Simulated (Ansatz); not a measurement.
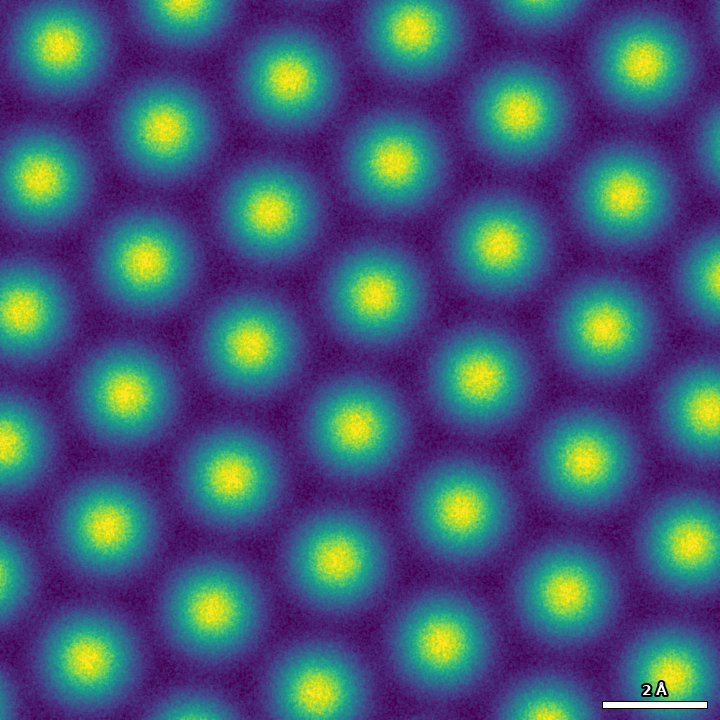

Dark-field STEM-like image of Al (Im-3m, No. 229). Simulation: incoherent imaging, intensity Z^1.6 per atom, probe width 1.19 Å, thin sample. The probe carries 15 % of its weight in a tail 2.5 times as wide. The display is stretched by a gamma of 0.8; percentages refer to the linear signal. Shot noise was added. Model: the input geometry of an electronic-structure calculation (not necessarily at equilibrium); the starting structure was generated, so it need not be a known form of this composition.

```cif
data_structure
_symmetry_space_group_name_H-M 'Im-3m'
_symmetry_Int_Tables_number 229
_cell_length_a 3.1904
_cell_length_b 3.1904
_cell_length_c 3.1904
_cell_angle_alpha 90.000
_cell_angle_beta 90.000
_cell_angle_gamma 90.000
_cell_volume 32.47
loop_
_atom_site_label
_atom_site_type_symbol
_atom_site_symmetry_multiplicity
_atom_site_Wyckoff_symbol
_atom_site_fract_x
_atom_site_fract_y
_atom_site_fract_z
_atom_site_occupancy
Al1 Al 2 a 0.00000 0.00000 0.00000 1
```

Q: Along which zone axis is the crystal seen: [001], [110] or [111]? (Directions equivalent by symmetry count as one.)

A: [111]. The projected cells are 2.26 × 2.26 Å, 90° for [001]; 1.60 × 2.26 Å, 90° for [110]; 2.60 × 2.60 Å, 120° for [111], and the image repeats as the [111] one does.
